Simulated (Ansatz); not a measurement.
Read the following structure.

```cif
data_structure
_symmetry_space_group_name_H-M 'P 1'
_symmetry_Int_Tables_number 1
_cell_length_a 5.3791
_cell_length_b 7.3404
_cell_length_c 5.7477
_cell_angle_alpha 90.000
_cell_angle_beta 90.000
_cell_angle_gamma 90.000
_cell_volume 226.95
loop_
_atom_site_label
_atom_site_type_symbol
_atom_site_fract_x
_atom_site_fract_y
_atom_site_fract_z
_atom_site_occupancy
Al1 Al 0.71222 0.91434 0.00000 1
Al2 Al 0.28778 0.08566 0.00000 1
Al3 Al 0.21222 0.58566 0.50000 1
Al4 Al 0.50000 0.00000 0.50000 1
Al5 Al 0.78778 0.41434 0.50000 1
Al6 Al 0.00000 0.50000 0.00000 1
H1 H 0.29722 0.08403 0.29835 1
H2 H 0.59819 0.13791 0.00000 1
H3 H 0.32566 0.80090 0.50000 1
H4 H 0.70278 0.91597 0.29835 1
H5 H 0.17434 0.30090 0.00000 1
H6 H 0.09819 0.36209 0.50000 1
H7 H 0.20278 0.58403 0.20165 1
H8 H 0.90181 0.63791 0.50000 1
H9 H 0.67434 0.19910 0.50000 1
H10 H 0.00000 0.00000 0.00000 1
H11 H 0.40181 0.86209 0.00000 1
H12 H 0.82566 0.69910 0.00000 1
H13 H 0.79722 0.41597 0.20165 1
H14 H 0.20278 0.58403 0.79835 1
H15 H 0.70278 0.91597 0.70165 1
H16 H 0.79722 0.41597 0.79835 1
H17 H 0.29722 0.08403 0.70165 1
H18 H 0.50000 0.50000 0.50000 1
```

> What would you see if this were drawn?

Chemical formula AlH3. The symmetry is that of Pnnm (No. 58), on a primitive orthorhombic lattice. Cell content 6 Al, 18 H; Z = 6. The polyhedra are AlH6 octahedra; they share corners and edges. Al is linked to six H in an octahedral arrangement at 1.67 to 1.75 Å. H is linked to two Al at 1.67 to 1.75 Å. Not all metal-metal contacts are counted. The bonds build a three-dimensional framework.

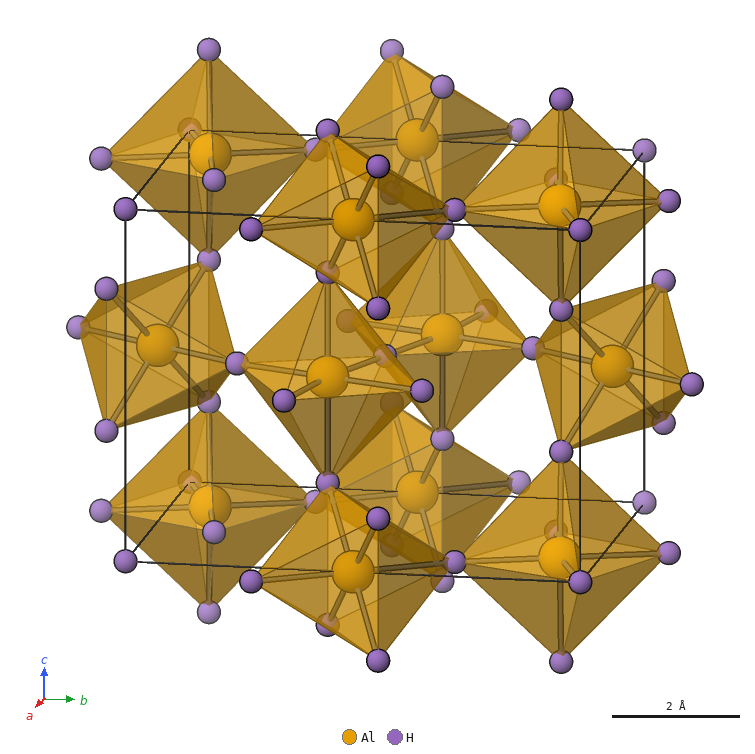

A polyhedral rendering, viewed slightly off an axis. Atoms at the boundary of the conventional unit cell (the box) are drawn once for each face, edge or corner they touch. Some atoms of the next cells are drawn as well.

The initial geometry was a structure listed in the Materials Project. Earlier steps of the study may have refined or changed the cell and positions. It went into a calculation with Ansatz.
